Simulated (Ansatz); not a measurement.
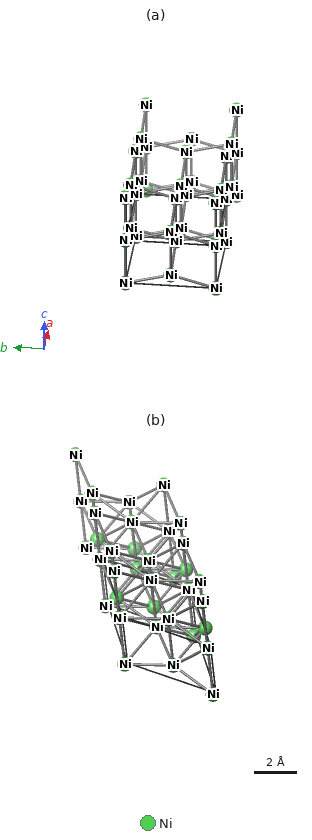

The structure of a crystal of Ni (a generated structure, set up in I4_1/amd) before (top) and after (bottom) a relaxation, at one scale.

Style: ball-and-stick. Shown: the conventional cell (2 times the calculation's cell), repeated 2 × 1 × 2 with one cell outlined, from a free direction. Lengths and directions refer to the drawn axes.

Phase: beta-Sn type.

Theory: Ansatz, DFT, PBEsol, plane waves (420 eV) with PAW, scalar-relativistic. Set-up: plane-wave cutoff 420 eV; k-point mesh 15 × 15 × 10; occupations fermi dirac; smearing width 0.05 eV; collinear spin; cell and atoms relaxed; force threshold 0.01 eV/Å; at most 60 steps.

Q: Summarise the run.

A: Over 26 accepted moves (29 points after the start) the energy falls by 486 meV per atom. Largest force component: 0.0011 eV/Å at the start, 0.0002 eV/Å at the end. Pressure: −1.04 GPa at the start and −0.01 GPa at the end. The SCF was repeated 3 times at an unchanged geometry on a basis and grid sized afresh for the cell, which shifted the energy by 67.2 meV per atom at most. The largest moves relative to the cell, 0.18 Å, are those of Ni atoms. Cell: a = b 4.382 → 4.703 Å (+7.3 %), c 2.393 → 2.447 Å (+2.3 %), α 90.0° → 74.9°, β 90.0° → 74.9°, γ 90.0° → 53.6°. Volume −9.3 %. Among the contacts that change: Ni–Ni 3.322 → 2.447 Å, Ni–Ni 2.832 → 2.456 Å, Ni–Ni 2.271 → 2.455 Å, Ni–Ni 2.393 → 2.447 Å. New bonds form: Ni–Ni (3.32 → 2.45 Å). Bond angles that change, for instance: Ni–Ni–Ni 94.0° → 146.6°, Ni–Ni–Ni 94.0° → 59.8°, Ni–Ni–Ni 94.0° → 109.7°. The space group (tolerance 0.01 Å) goes from I4_1/amd (No. 141) to P6_3/mmc (No. 194). The program noted that a PAW file was made for another functional than the run's. The run took 8.9 min on 2 threads of Arm Neoverse V2, with other jobs on the host, peak memory 0.72 GiB.
